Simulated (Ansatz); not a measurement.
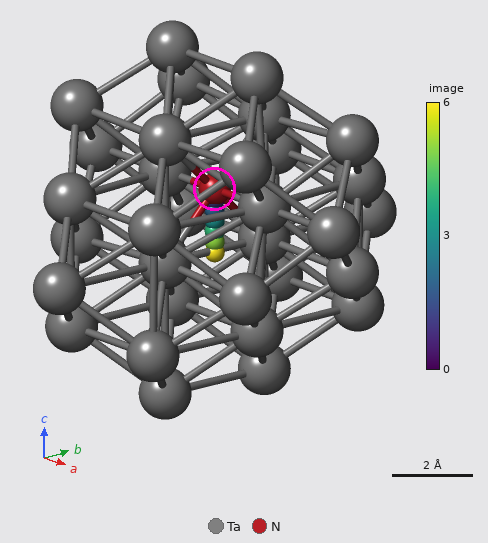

A search for the minimum-energy path of a defect cell of composition Ta16N (17 atoms in the cell) by the nudged elastic band. Images are numbered from 0 (start) to 6 (end). The start is drawn whole; smaller spheres mark the moving atoms (N) in the later images, joined by lines and coloured by the number of the image. A ball-and-stick model of the atoms within 5.0 Å of the middle of the path, seen from a free direction. The moving atom is ringed, with any periodic copies. Bonds to atoms that aren't drawn are left out.

Method: DFT PBE, scalar-relativistic, plane waves, PAW (Ansatz 0.2.0).

The input:
```yaml
crystal:
  lattice:
    - [6.6381247818, 0.0, 0.0]
    - [0.0, 6.6381247818, 0.0]
    - [0.0, 0.0, 6.6381247818]
  atoms:
    - { symbol: Ta, position: [-0.044987511, -5.9601e-06, 3.5262e-06] }
    - { symbol: Ta, position: [0.5449736014, 2.3838e-06, 2.9694e-06] }
    - { symbol: Ta, position: [-0.0011069614, 0.5000046041, 1.9646e-06] }
    - { symbol: Ta, position: [-0.00108565, -1.73947e-05, 0.4999985299] }
    - { symbol: Ta, position: [0.2499952354, 0.2418507424, 0.2418463633] }
    - { symbol: Ta, position: [0.5010974357, 0.4999966435, -4.001e-07] }
    - { symbol: Ta, position: [0.5010886642, -2.3838e-06, 0.5000004001] }
    - { symbol: Ta, position: [0.7500107622, 0.2607599035, 0.2607673232] }
    - { symbol: Ta, position: [0.0090122416, 0.5000051937, 0.4999968028] }
    - { symbol: Ta, position: [0.2500049752, 0.7581568156, 0.2418447749] }
    - { symbol: Ta, position: [0.2499951543, 0.2418467335, 0.758156915] }
    - { symbol: Ta, position: [0.4910193235, 0.5000080979, 0.4999976635] }
    - { symbol: Ta, position: [0.7499940206, 0.7392374566, 0.2607706234] }
    - { symbol: Ta, position: [0.7500153554, 0.2607666817, 0.739234678] }
    - { symbol: Ta, position: [0.2500047646, 0.758151542, 0.7581533072] }
    - { symbol: Ta, position: [0.7499939369, 0.7392363457, 0.7392370223] }
    - { symbol: "N", position: [0.2499907458, 2.8051e-06, 5.294e-07] }
basis:
  ecutwfc: 420
  xc_grid: 2
kpoints:
  mp_grid: { grid: [4, 4, 4], shift: [0.5, 0.5, 0.5] }
hamiltonian:
  xc: pbe
scf:
  occupations: { method: gaussian, width: 0.1 }
output:
  forces: true
neb:
  images: 5
  f_tol: 0.05
  max_iterations: 70
  order_check: false
  final_atoms:
    - { symbol: Ta, position: [0.008151542, -4.7646e-06, -0.0081533072] }
    - { symbol: Ta, position: [0.4918467335, 4.8457e-06, -0.008156915] }
    - { symbol: Ta, position: [-0.0107636543, 0.5000060631, 0.0107629777] }
    - { symbol: Ta, position: [0.0081568156, -4.9752e-06, 0.5081552251] }
    - { symbol: Ta, position: [0.2499826053, 0.25108565, 0.2500014701] }
    - { symbol: Ta, position: [0.5107666817, 0.4999846446, 0.010765322] }
    - { symbol: Ta, position: [0.4918507424, 4.7646e-06, 0.5081536367] }
    - { symbol: Ta, position: [0.7500051937, 0.2409877584, 0.2500031972] }
    - { symbol: Ta, position: [-0.0107625434, 0.5000059794, 0.4892293766] }
    - { symbol: Ta, position: [0.2499976162, 0.7489113358, 0.2499995999] }
    - { symbol: Ta, position: [0.2499940399, 0.294987511, 0.7499964738] }
    - { symbol: Ta, position: [0.5107599035, 0.4999892378, 0.4892326768] }
    - { symbol: Ta, position: [0.7500080979, 0.7589806765, 0.2500023365] }
    - { symbol: Ta, position: [0.7500046041, 0.2511069614, 0.7499980354] }
    - { symbol: Ta, position: [0.2500023838, 0.7050263986, 0.7499970306] }
    - { symbol: Ta, position: [0.7499966435, 0.7489025643, 0.7500004001] }
    - { symbol: "N", position: [0.2500028051, 9.2542e-06, -0.2500005294] }
```

Command:
```bash
ansatz run input.yaml --threads 4 --pin off --max-ram 10240MiB --backend cpu --events-out ev --progress --plain --runs-dir out
```

What moves, how far, and at what cost in energy?

Answer. The N atom travels furthest, 1.66 Å from end to end, along −c, on a straight line. At the highest image its nearest neighbour (Ta) is 2.00 Å away, against 1.96 Å at the start, and the surrounding atoms stand up to 0.10 Å off the mean of their end positions. The barrier is about 1.03 eV in both directions, with image 3 at the top; the ends have the same energy. The band converged in 5 iterations, with a climbing image at the top.

Limits of the set-up: the cell has an odd number of electrons but was run without spin polarisation; the periodic images lie only 6.6 Å apart, so the values are limited by the cell's size.

The run took 34 min on 4 threads of Intel(R) Xeon(R) Processor @ 2.50GHz (Skylake/Cascade Lake), on a shared host, peak memory 4.6 GiB.
